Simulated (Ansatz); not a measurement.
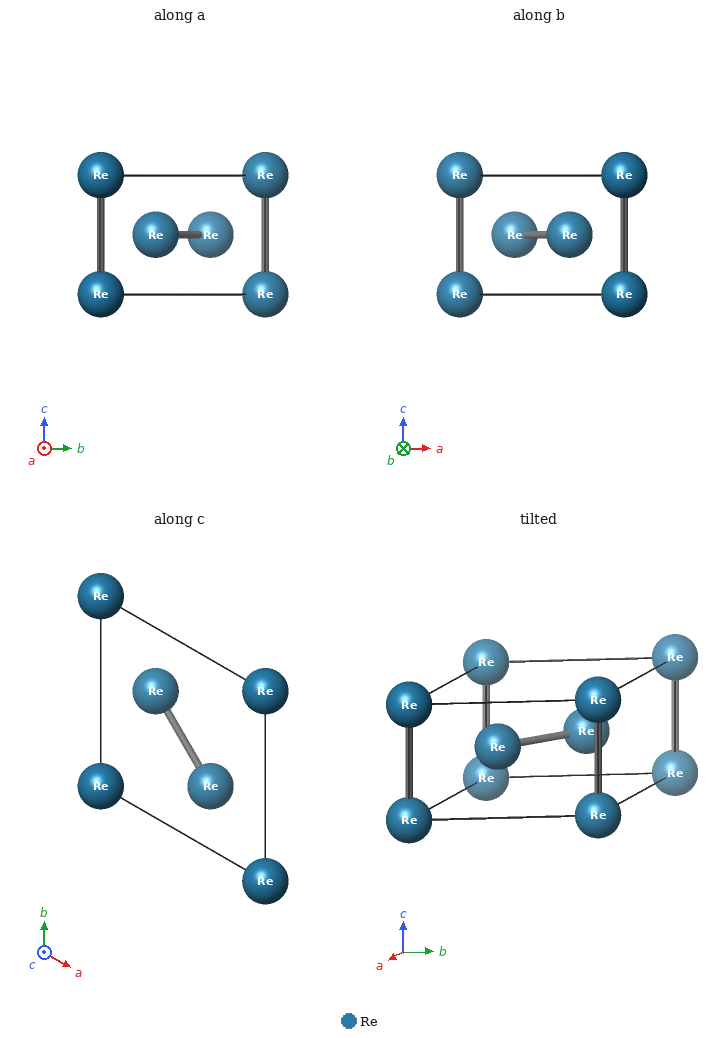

The figure gives a ball-and-stick picture of the atoms, viewed along the a axis, along the b axis, along the c axis and slightly off an axis. The edges of the conventional unit cell are marked.

Lattice parameters: a = 4.2710 Å, b = 4.2710 Å, c = 2.6765 Å, α = 90.000°, β = 90.000°, γ = 120.000°.

> Transcribe the picture into a CIF with its space group and independent sites.

```cif
data_structure
_symmetry_space_group_name_H-M 'P 6/m m m'
_symmetry_Int_Tables_number 191
_cell_length_a 4.2710
_cell_length_b 4.2710
_cell_length_c 2.6765
_cell_angle_alpha 90.000
_cell_angle_beta 90.000
_cell_angle_gamma 120.000
_cell_volume 42.28
loop_
_atom_site_label
_atom_site_type_symbol
_atom_site_symmetry_multiplicity
_atom_site_Wyckoff_symbol
_atom_site_fract_x
_atom_site_fract_y
_atom_site_fract_z
_atom_site_occupancy
Re1 Re 1 a 0.0000 0.0000 0.0000 1
Re2 Re 2 d 0.3333 0.6667 0.5000 1
```

Provenance: a structure type filled with this element by a generator (whether the element takes this form wasn't checked). Earlier steps of the study may have refined or changed the cell and positions. Ansatz was used for an electronic-structure calculation on it.

At this level of theory the cell isn't at rest (compressed, at 34 GPa), so its distances can differ from those at equilibrium, the more so the softer the solid.
